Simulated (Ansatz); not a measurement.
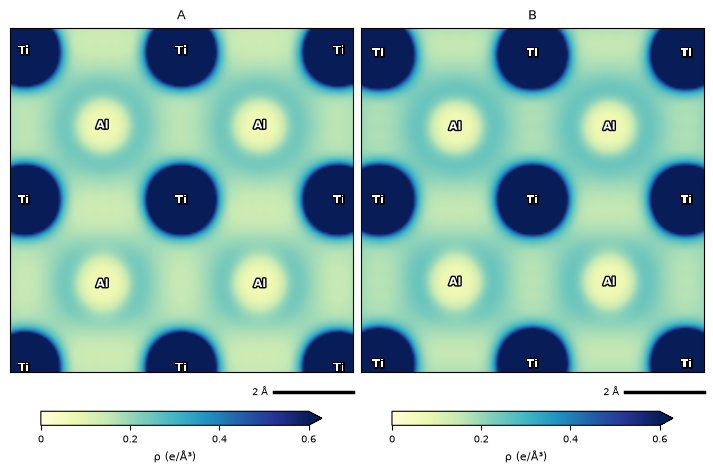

Ti3Al5. The valence pseudo-density of two cells that differ in size, on the (100) plane of each (indices in the axes of the calculation cell), at one length scale and on one colour scale: A has 15.7 Å³ an atom and B 14.7.

Space group Pmmm; a structure from a database of computed crystals, not necessarily the ambient phase; computed without spin polarisation.

The calculation used DFT PBEsol, scalar-relativistic, plane waves, PAW (Ansatz 0.2.0).

The density is the valence pseudo-density of a PAW calculation; it isn't the true density close to the nuclei.

The larger cell:

```
Ti Al
1.0
     3.88544    0.00000    0.00000
     0.00000    4.00179    0.00000
     0.00000    0.00000    8.05244
Ti Al
3 5
Direct
  0.00000 0.50000 0.26461
  0.00000 0.50000 0.73539
  0.50000 0.50000 0.00000
  0.00000 0.00000 0.00000
  0.00000 0.00000 0.50000
  0.50000 0.50000 0.50000
  0.50000 0.00000 0.24170
  0.50000 0.00000 0.75830
```

The smaller cell: a = 3.809 Å, b = 3.915 Å, c = 7.892 Å, α = 90.00°, β = 90.00°, γ = 90.00°.

### What changes from the larger cell to the smaller?

From the larger cell to the smaller, Ti–Al goes from 2.76 to 2.70 Å, and the density at its midpoint from 0.22 to 0.23 e/Å³; the pressure goes from 0.0 to 8 GPa.
